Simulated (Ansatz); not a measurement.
## Run report: BaS, band-structure calculation

- system: BaS (2 atoms in the cell)
- method: DFT, PBE, PAW with Ansatz's default frozen-core files, scalar-relativistic, no spin polarisation (Ansatz 0.2.0)

The structure derives from an entry of the Crystallography Open Database. It belongs to a series of runs on one base structure; here: PAW files in place of LAPW. Figures and captions count atoms from 1; the log counts them from 0 in places.

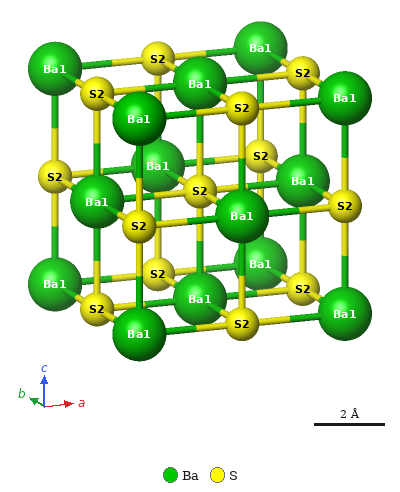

**Figure 1.** The input geometry (ball-and-stick view of the cell 4 times as large as that of the calculation, set on its symmetry axes, seen slightly off an axis; atoms are numbered from 1 in the order of the input). Near neighbours in the crystal (not all of them lie inside the picture): Ba has 6 S at 3.19 Å; S has 6 Ba at 3.19 Å.

### Input
```yaml
crystal:
  lattice:
    - [0.0, 3.19375, 3.19375]
    - [3.19375, 0.0, 3.19375]
    - [3.19375, 3.19375, 0.0]
  atoms:
    - { symbol: Ba, position: [0.0, 0.0, 0.0] }
    - { symbol: S, position: [0.5, 0.5, 0.5] }
kpoints:
  mp_grid: { grid: [8, 8, 8] }
  band_path:
    path:
      - [0.0, 0.0, 0.0]
      - [0.5, 0.0, 0.5]
      - [0.625, 0.25, 0.625]
      - [0.375, 0.375, 0.75]
      - [0.0, 0.0, 0.0]
      - [0.5, 0.5, 0.5]
      - [0.5, 0.25, 0.75]
      - [0.5, 0.0, 0.5]
    npoints: 14
scf:
  occupations: { method: fermi_dirac, width: 0.02 }
hamiltonian:
  xc: pbe
  pseudopotentials: { kind: paw }
output:
  forces: true
  stress: true
  eigenvalues: true
  efg: { contact_densities: true }
  populations: true
  bader: true
  dos: { projected: true, de: 0.2, e_range: [-14, 8] }
  write_density: true
  write_potential: true
  elf: true
  volumetric_format: npy
```

Machine: 1 thread of Intel Xeon (Sapphire Rapids), 64 GiB of memory available, shared host.

Run as:
```bash
ansatz run input.yaml --threads 1 --pin off --max-ram 3072MiB --backend cpu --events-out ev --progress --plain --runs-dir out
```

### Output
```
Ba: output.efg is read without spin–orbit coupling, which moves field gradients at and beside such atoms by some per cent and up to a factor of two; PAW files take it under magnetization.noncollinear and magnetization.spin_orbit
Engine: ansatz 0.2.0, x86_64-unknown-linux-gnu
Pseudopotentials: kind: paw
Pseudopotential: Ba, paw, valence charge 10, recommended cutoff 420 eV (normal), Ba.paw.azcp
Pseudopotential: S, paw, valence charge 6, recommended cutoff 420 eV (normal), S.paw.azcp
Functional definition: PBE
  parameter kappa = 0.804
  parameter beta = 0.06672455060314922
  exchange = pbe_x(kappa = kappa, mu = beta*pi^2/3)
  correlation = pbe_c(beta = beta)
Crystal: 2 atoms, lattice volume = 65.153 Å³
Basis set: ecut = 420 eV, 1243 PW (Γ), exchange–correlation on 64×64×64 points (8 copies of the dense FFT grid, shifted against one another)
Bands: 12, of which v1, the nominal top of the filled ones, is band 8 counted from 1 (7 counted from 0)
Symmetry: 48 space group operations
Space group: Fm-3m (ITA 225), of the structure as read, at distance tolerance 4.0e-5 Å
k-points: 29 of 512
Non-local potential: Ba, projectors of the file, l = 0: 3, l = 1: 2, l = 2: 2, l = 3: 2
Non-local potential: S, projectors of the file, l = 0: 2, l = 1: 2, l = 2: 2
PAW form: soft (Blöchl's): semilocal exchange-correlation on the pseudo side does not see the compensation charge
PAW one-centre angular grid: Ba, 194 points (default); XC on 64 Gauss nodes
PAW one-centre angular grid: S, 110 points (default); XC on 64 Gauss nodes
Initial density: superposition of atomic densities (neutral atoms: chi_scale 0, normalization atom), corrected by the library's trained network
Initial wavefunctions: pseudopotential atomic-orbital guess
Functional: x = pbe(κ = 0.804, μ = 0.2195149727645171), c = pbe(β = 0.06672455060314922)
SCF iter   1: F=—  HF=-6855.861273 eV  |F-HF|=—  |Δ(HF+E_count)|=         —  Δρ=6.22e-4  dr2=5.97e-4  ethr=1.77e-3  ⟨swp⟩=10.0  Hψ=3009  notcnv=0
preconditioner: auto → none  [insulator: Δε(μ)=2.178 eV  Ē_g=11.940 eV  σ=0.020 eV  W_gap=1.00  n_scr=14 (ndim 8)  ℏωp=17.2 eV  f_vac=0.000  D(μ)=0.00/eV (n_scr^D=0)  ε∞_Penn≈3.1]
SCF iter   2: F=—  HF=-6855.860919 eV  |F-HF|=—  |Δ(HF+E_count)|=   3.54e-4  Δρ=2.04e-4  dr2=3.65e-5  ethr=3.73e-6  ⟨swp⟩=2.1  Hψ=881  notcnv=0
SCF iter   3: F=—  HF=-6855.860928 eV  |F-HF|=—  |Δ(HF+E_count)|=   9.08e-6  Δρ=1.09e-4  dr2=8.50e-6  ethr=2.28e-7  ⟨swp⟩=2.2  Hψ=502  notcnv=0
SCF iter   4: F=—  HF=-6855.860930 eV  |F-HF|=—  |Δ(HF+E_count)|=   2.67e-6  Δρ=7.32e-5  dr2=7.48e-6  ethr=5.31e-8  ⟨swp⟩=2.2  Hψ=510  notcnv=0
SCF iter   5: F=—  HF=-6855.860929 eV  |F-HF|=—  |Δ(HF+E_count)|=   1.17e-6  Δρ=4.60e-5  dr2=2.97e-6  ethr=4.67e-8  ⟨swp⟩=1.0  Hψ=348  notcnv=0
SCF iter   6: F=—  HF=-6855.860928 eV  |F-HF|=—  |Δ(HF+E_count)|=   7.56e-7  Δρ=1.48e-5  dr2=2.93e-7  ethr=1.85e-8  ⟨swp⟩=2.0  Hψ=428  notcnv=0
SCF iter   7: F=-6855.860928 eV  HF=-6855.860928 eV  |F-HF|=1.13e-8  |Δ(HF+E_count)|=   7.66e-8  Δρ=3.23e-6  dr2=1.42e-8  ethr=6.25e-10  ⟨swp⟩=8.6  Hψ=2016  notcnv=0
SCF 1 converged in 7 iterations: F = -6855.860928 eV  dr2 = 1.42e-8
  greatest PAW one-centre occupation: 0.955 electrons in one spin orbital (limit 2), on the Ba atom at site 0 (counted from 0), in its partial waves of l = 0
```

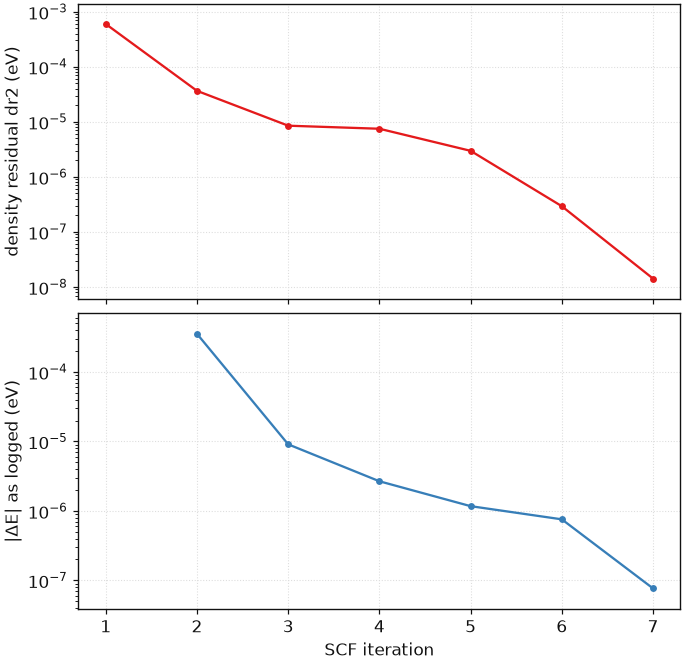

**Figure 2.** Convergence of the self-consistent field: density residual dr2 and size of the energy change against the SCF iteration. The residual falls at every step.

```
NSCF: frozen V_eff on 99 k-points
SCF converged after 7 iterations
Free energy (F): -6855.860928 eV
Harris-Foulkes:  -6855.860928 eV  (|F-HF|=1.13e-8)
Internal energy: -6855.860928 eV  (E = F + TS)
E sigma→0 (E₀):  -6855.860928 eV
Fermi energy:    6.894916 eV
--- Per-component energies (eV) ---
  E_band       = -50.915506
  E_kinetic    = 276.531162
  E_local      = -402.113936  (includes V_loc(G=0)·N_el)
  E_nonlocal   = 85.192372
  E_hartree    = 127.584943
  E_xc         = -266.703273
  E_vxc        = -224.985493  (∫ρ·V_xc dr)
  E_paw        = -5826.114631  (= ΣΔE_a)
  E_vpaw       = -40.710544  (= ΣTr[D̂ρ^β])
  E_aug_tail   = -0.000000  (compensation charges beyond the density's cutoff)
  E_ewald      = -850.237565
  E_smearing   = -0.000000  (= −TS)
  E_closure    = 0.000000  (closes the sum)
  Σ components = -6855.860928   (vs F -6855.860928, Δ=0.00e0)
--- Forces (eV/Å), atoms counted from 1 ---
  atom   1  Ba    -0.00000000     0.00000000     0.00000000
  atom   2  S      0.00000000    -0.00000000    -0.00000000
  max |Σ_I F_I| component: 6.51e-30 eV/Å
--- Stress (GPa, compression-positive) ---
        0.834475      -0.000000       0.000000
        0.000000       0.834475       0.000000
       -0.000000      -0.000000       0.834475
  P = ⅓ Tr σ = 0.8345 GPa (8.345 kbar)
--- PAW observables at the nuclei: V_zz in 10²¹ V/m², potentials from the cell's mean, atoms counted from 1 ---
  atom   1  Ba V_zz =    +0.000000   η = 0.0000   by run symmetry: forbidden
            electrostatic potential = -9621.844067 V   contact ρ = 2065463.624990 e/Å³
  atom   2  S  V_zz =    -0.000000   η = 0.0000   by run symmetry: forbidden
            electrostatic potential = -1635.157752 V   contact ρ = 19765.578290 e/Å³
--- Band table (eV; the first three rows and the last of 29) ---
  k-point 0: bands = ["-20.1481", "-5.2090", "-5.2090", "-5.2090", "-4.4990", "5.7904", "5.7904", "5.7904", "9.4799", "9.7567", "9.7567", "9.7567"]
  k-point 1: bands = ["-20.1415", "-5.5250", "-5.2147", "-5.2147", "-4.1707", "5.4033", "5.5983", "5.5983", "9.7278", "9.9769", "9.9769", "10.0724"]
  k-point 2: bands = ["-20.1257", "-5.9589", "-5.2282", "-5.2282", "-3.7057", "4.6955", "5.2118", "5.2118", "9.9156", "10.5973", "10.5973", "11.2587"]
  k-point 28: bands = ["-20.0894", "-5.7606", "-5.5519", "-5.5519", "-3.8539", "4.7327", "5.3674", "5.3674", "10.0873", "10.0873", "12.1573", "12.7116"]
--- Löwdin populations: 2 sites ---
  site symbol       q [e]
     0     Ba      8.3986
     1      S      7.3168
  spilling = 0.017792 (of n_electrons = 16.000000)
--- Bader charges: 2 sites ---
  site symbol  charge [e]  shift [e]
     0     Ba      1.4144     0.0000
     1      S     -1.4144     0.0000
  estimated error of the sums over rays = 3.1e-4 e
```

### File bader_charges.tsv
```
# site	symbol	x_ang	y_ang	z_ang	partial_charge_e	electrons	volume_ang3	relative_density_drop	shared_charge_e	partial_wave_shift_e
# quadrature_error_electrons = 3.1e-4
0	Ba	0.0000	0.0000	0.0000	1.41439	54.58561	28.06	-	1.41439	0.00000
1	S	3.1938	3.1938	3.1938	-1.41439	17.41439	37.09	-	-1.41439	0.00000
```

### File dos.tsv
```
# E-E_F[eV]	g_bin_mean(E)[states/eV]	N(E)
# format = ansatz-dos/2
# fermi_ev = 6.894916
# fermi_mp_grid = 8 8 8
# fermi_mp_shift = 0 0 0
# g_bin_mean(E): the states in a bin one row spacing wide, centred on E, divided by that spacing. States that the method places at a single energy (under output.dos.method: tetrahedron, those of a tetrahedron whose four corners have one energy) are counted whole in the row whose bin holds that energy (on the edge of two bins, in the lower row). The sum of g_bin_mean over a run of rows, times the row spacing, is the number of states from half a spacing under the first of them to half a spacing over the last (a plain sum, not the trapezoid rule).
-14.000000	0.000000e0	2.000000e0
-13.800000	0.000000e0	2.000000e0
-13.600000	0.000000e0	2.000000e0
-13.400000	0.000000e0	2.000000e0
-13.200000	9.166258e-1	2.018478e0
-13.000000	4.008257e0	2.497925e0
-12.800000	3.821120e0	3.416871e0
-12.600000	1.098585e0	3.923996e0
-12.400000	5.265172e0	4.312311e0
-12.200000	1.489024e1	6.499034e0
-12.000000	0.000000e0	8.000000e0
-11.800000	0.000000e0	8.000000e0
-11.600000	0.000000e0	8.000000e0
-11.400000	1.606340e-3	8.000000e0
-11.200000	1.627546e-1	8.005965e0
-11.000000	8.739769e-1	8.098384e0
-10.800000	2.315678e0	8.366742e0
-10.600000	3.545401e0	9.021165e0
-10.400000	2.641201e0	9.726133e0
-10.200000	4.593823e-1	9.994714e0
-10.000000	0.000000e0	1.000000e1
-9.800000	0.000000e0	1.000000e1
-9.600000	0.000000e0	1.000000e1
-9.400000	0.000000e0	1.000000e1
-9.200000	0.000000e0	1.000000e1
-9.000000	0.000000e0	1.000000e1
-8.800000	0.000000e0	1.000000e1
-8.600000	0.000000e0	1.000000e1
-8.400000	0.000000e0	1.000000e1
-8.200000	0.000000e0	1.000000e1
-8.000000	0.000000e0	1.000000e1
-7.800000	0.000000e0	1.000000e1
-7.600000	0.000000e0	1.000000e1
-7.400000	0.000000e0	1.000000e1
-7.200000	0.000000e0	1.000000e1
-7.000000	0.000000e0	1.000000e1
-6.800000	0.000000e0	1.000000e1
-6.600000	0.000000e0	1.000000e1
-6.400000	0.000000e0	1.000000e1
-6.200000	0.000000e0	1.000000e1
-6.000000	0.000000e0	1.000000e1
-5.800000	0.000000e0	1.000000e1
-5.600000	0.000000e0	1.000000e1
-5.400000	0.000000e0	1.000000e1
-5.200000	0.000000e0	1.000000e1
-5.000000	0.000000e0	1.000000e1
-4.800000	0.000000e0	1.000000e1
-4.600000	0.000000e0	1.000000e1
-4.400000	0.000000e0	1.000000e1
-4.200000	0.000000e0	1.000000e1
-4.000000	0.000000e0	1.000000e1
-3.800000	0.000000e0	1.000000e1
-3.600000	0.000000e0	1.000000e1
-3.400000	0.000000e0	1.000000e1
-3.200000	0.000000e0	1.000000e1
-3.000000	7.407250e-3	1.000000e1
-2.800000	5.686611e-1	1.002890e1
-2.600000	1.861063e0	1.025742e1
-2.400000	3.035319e0	1.080751e1
-2.200000	2.413575e0	1.136191e1
-2.000000	4.676460e0	1.191614e1
-1.800000	5.374919e0	1.304059e1
-1.600000	7.044473e0	1.425523e1
-1.400000	4.280370e0	1.544439e1
-1.200000	7.377540e-1	1.598846e1
-1.000000	0.000000e0	1.600000e1
-0.800000	0.000000e0	1.600000e1
-0.600000	0.000000e0	1.600000e1
-0.400000	0.000000e0	1.600000e1
-0.200000	0.000000e0	1.600000e1
0.000000	0.000000e0	1.600000e1
0.200000	0.000000e0	1.600000e1
0.400000	0.000000e0	1.600000e1
0.600000	0.000000e0	1.600000e1
0.800000	0.000000e0	1.600000e1
1.000000	0.000000e0	1.600000e1
1.200000	4.144106e-2	1.600102e1
1.400000	2.344079e-1	1.602627e1
1.600000	3.898313e-1	1.609129e1
1.800000	4.908806e-1	1.618011e1
2.000000	6.013899e-1	1.628831e1
2.200000	7.313293e-1	1.642138e1
2.400000	9.178024e-1	1.658264e1
2.600000	1.253039e0	1.679637e1
2.800000	1.423217e0	1.708037e1
3.000000	1.347705e0	1.734565e1
3.200000	1.430318e0	1.763047e1
3.400000	1.395462e0	1.792883e1
3.600000	1.406665e0	1.818800e1
3.800000	1.430657e0	1.846486e1
4.000000	1.886312e0	1.879609e1
4.200000	2.270397e0	1.921062e1
4.400000	2.767360e0	1.972024e1
4.600000	3.240329e0	2.032732e1
4.800000	2.119951e0	2.086287e1
5.000000	2.509356e0	2.130736e1
5.200000	3.341149e0	2.187670e1
5.400000	3.417589e0	2.263839e1
5.600000	2.157737e0	2.317931e1
5.800000	2.101844e0	2.353192e1
6.000000	1.029238e0	2.396351e1
6.200000	5.652657e-2	2.399455e1
6.400000	8.066565e-3	2.399980e1
6.600000	0.000000e0	2.400000e1
6.800000	0.000000e0	2.400000e1
7.000000	0.000000e0	2.400000e1
7.200000	0.000000e0	2.400000e1
7.400000	0.000000e0	2.400000e1
7.600000	0.000000e0	2.400000e1
7.800000	0.000000e0	2.400000e1
8.000000	0.000000e0	2.400000e1
```

### File populations.tsv
```
# site	symbol	l	j	q
# orbitals = lowdin
# n_electrons = 16.000000
# spilling = 0.017792
0	Ba	0_5S	-	1.970333
0	Ba	0_6S	-	0.449912
0	Ba	1_5P	-	5.978317
1	S	0_3S	-	1.858588
1	S	1_3P	-	5.458177
```

### File rho_z.tsv
```
# z_ang	rho[e/angstrom^3]
# format = ansatz-planar-average/11
# lattice	0.000000000	3.193750000	3.193750000
# lattice	3.193750000	0.000000000	3.193750000
# lattice	3.193750000	3.193750000	0.000000000
# sites	2
# site	56	0.000000000	0.000000000	0.000000000
# site	16	3.193750000	3.193750000	3.193750000
0.000000	2.924851e-1
0.141145	2.928577e-1
0.282290	2.931948e-1
0.423435	2.911016e-1
0.564581	2.832113e-1
0.705726	2.673788e-1
0.846871	2.451546e-1
0.988016	2.220918e-1
1.129161	2.051598e-1
1.270306	1.990553e-1
1.411451	2.039329e-1
1.552597	2.156986e-1
1.693742	2.283152e-1
1.834887	2.368892e-1
1.976032	2.399582e-1
2.117177	2.395410e-1
2.258322	2.388892e-1
2.399467	2.395410e-1
2.540613	2.399582e-1
2.681758	2.368892e-1
2.822903	2.283152e-1
2.964048	2.156986e-1
3.105193	2.039329e-1
3.246338	1.990553e-1
3.387483	2.051598e-1
3.528629	2.220918e-1
3.669774	2.451546e-1
3.810919	2.673788e-1
3.952064	2.832113e-1
4.093209	2.911016e-1
4.234354	2.931948e-1
4.375499	2.928577e-1
```

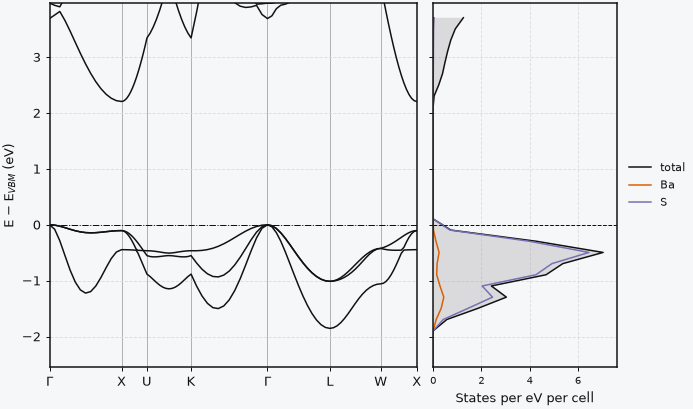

**Figure 3.** Band structure along Γ–X–U–K–Γ–L–W–X and density of states (projected on Löwdin-orthogonalised atomic shells), with energies from the valence-band top. There is a gap of 2.21 eV on this path, indirect, from Γ to X.

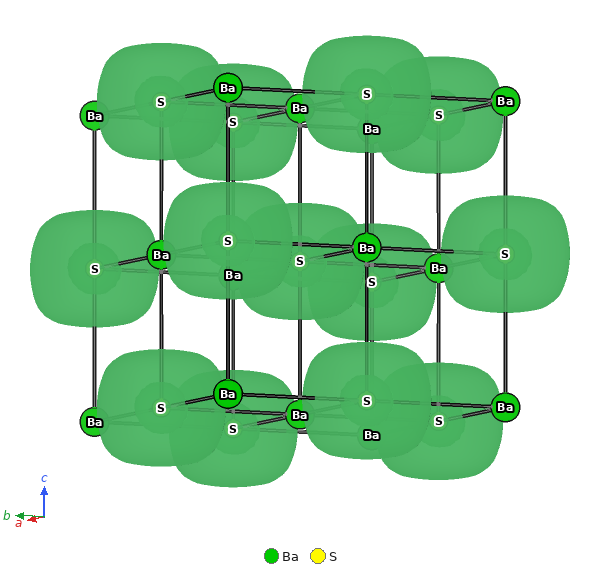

**Figure 4.** Isosurface of the ELF at 0.7 (green), seen at an oblique angle. Only the valence region is drawn (cores and ρ < 0.01 e/Å³ removed). Sticks mark near contacts. The outline is the cell set on symmetry axes. Profiles from the grid: Ba–S (3.19 Å): the ELF peaks at about 0.85 in the valence shell of S, 0.9 Å from its nucleus, and drops to about 0.15 between the two atoms (a closed-shell, largely ionic contact). The fields are those of the smooth PAW valence density.

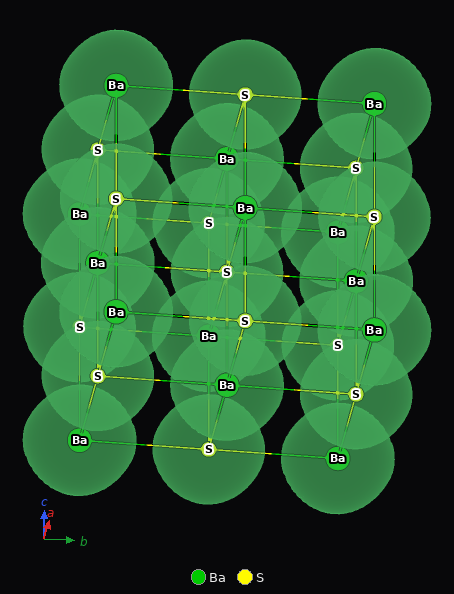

**Figure 5.** Isosurface of the valence electron density at 0.2 e/Å³ (green), seen at an oblique angle. Sticks mark near contacts. The outline is the cell set on symmetry axes. At this value the density breaks into separate islands; it holds about 80 % of the electrons treated as valence (semicore included). It is pinched off along the Ba–S (3.19 Å) contacts. On the grid the lowest density along these lines, outside the cores, is 0.16 e/Å³ (Ba–S, 3.19 Å).

### Results in brief

| quantity | value |
| --- | --- |
| outcome | converged |
| space group (tolerance 0.01 Å) | Fm-3m (225) |
| electrons treated | 16 |
| free energy | −6855.8609 eV |
| Fermi energy | 6.895 eV |
| gap on the k-point mesh | 2.21 eV |
| pressure | 0.83 GPa |
| field gradient V_zz (10²¹ V/m²) | zero at all sites |
| largest force (length of the vector) | under 0.001 eV/Å |
| wall time | 14 s |
| peak memory | 0.45 GiB |

Warnings of the run: the field gradients leave out spin–orbit coupling.
